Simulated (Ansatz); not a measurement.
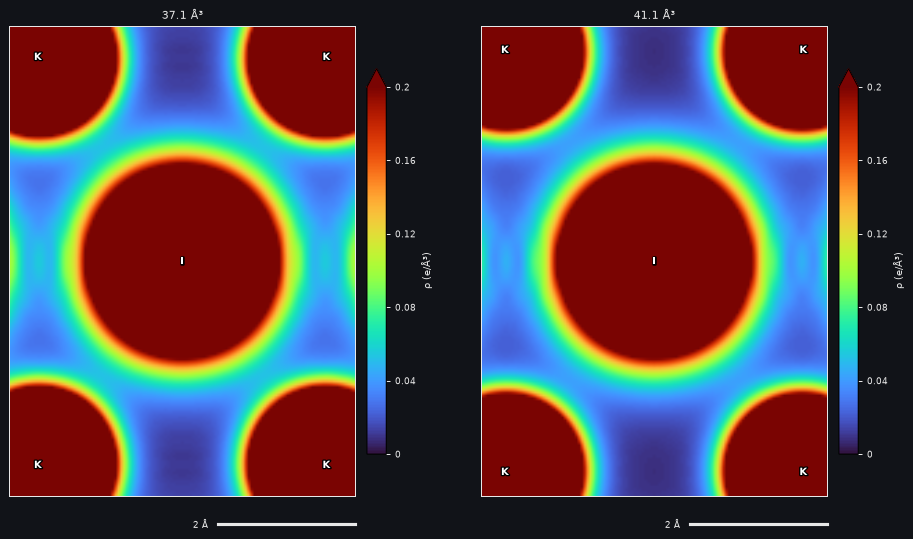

KI. The valence pseudo-density of cells scaled evenly to different volumes (given per atom above each panel), on the (101̄) plane of each (indices in the axes of the cell below), at one length scale and on one colour scale.

A structure from a database of computed crystals, not necessarily the ambient phase.

All numbers below come from Kohn-Sham DFT of a periodic cell, PBE, Ansatz PAW (Ansatz 0.2.0).

In a PAW calculation such maps are meaningful between the atoms, not at the nuclei.

The largest cell:

```yaml
crystal:
  lattice:
    - [4.34767, 0.00000, 0.00000]
    - [0.00000, 4.34767, 0.00000]
    - [0.00000, 0.00000, 4.34767]
  atoms:
    - { symbol: I, position: [0.50000, 0.50000, 0.50000] }
    - { symbol: K, position: [0.00000, 0.00000, 0.00000] }
```

| volume (Å³/atom) | K–I contact in the plane (Å) | ρ at its midpoint (e/Å³) | pressure (GPa) | gap on the mesh (eV) | 
| --- | --- | --- | --- | --- |
| 37.14 | 3.640 | 0.073 | 1.5 | 3.50 | 
| 38.72 | 3.691 | ? | ? | ? | 
| 41.09 | 3.765 | 0.059 | 0.0 | 3.24 | 

### Estimate the missing row, and compare with the calculation.

Over the known rows ln ρ falls by 1.70 per Å of K–I distance (the line through the two), which gives 0.067 e/Å³ at 3.691 Å; the calculation gives 0.067 e/Å³. For the pressure, a straight line in volume between the neighbouring rows gives 0.9 GPa; the calculation gives 0.8. For the gap on the mesh, a straight line in volume between the neighbouring rows gives 3.40 eV; the calculation gives 3.39.
